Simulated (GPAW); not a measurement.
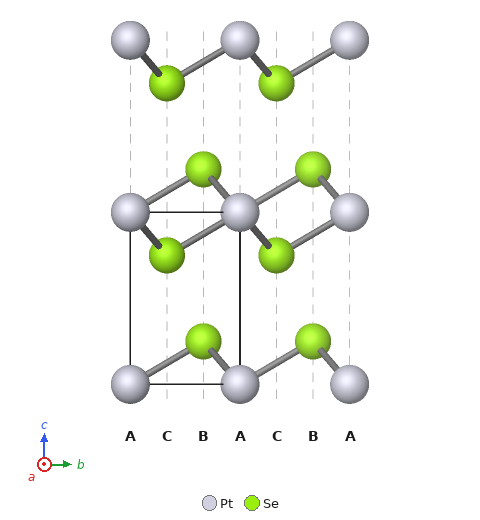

Projection along an edge of the hexagonal mesh, stacking direction c upwards. The dashed lines mark the three columns A (0, 0), B (1/3, 2/3) and C (2/3, 1/3). The sequence starts with the first layer at or above the cell's origin.

PtSe2 (space group P-3m1, No. 164). Coordinates: an entry of the Crystallography Open Database, as set up for an electronic-structure calculation.

Question: Give the sequence of layers in one repeat, with element and column.

Answer: Pt(A) – Se(B) – Se(C) (three layers in 5.06 Å).

Question: How are the Se layers alone stacked?

Answer: Se layers alone: BC, the hexagonal close-packed type.

Question: Which positions between or in the Se layers do the other atoms fill?

Answer: Pt: one octahedral site, counted in one hexagonal cell. One of the two gaps between Se layers is empty, 2.53 Å wide.

Question: What short polytype symbol fits?

Answer: Polytype symbol 1T, the symbol of a layered MX2 polytype (number of slabs in the repeat and lattice).
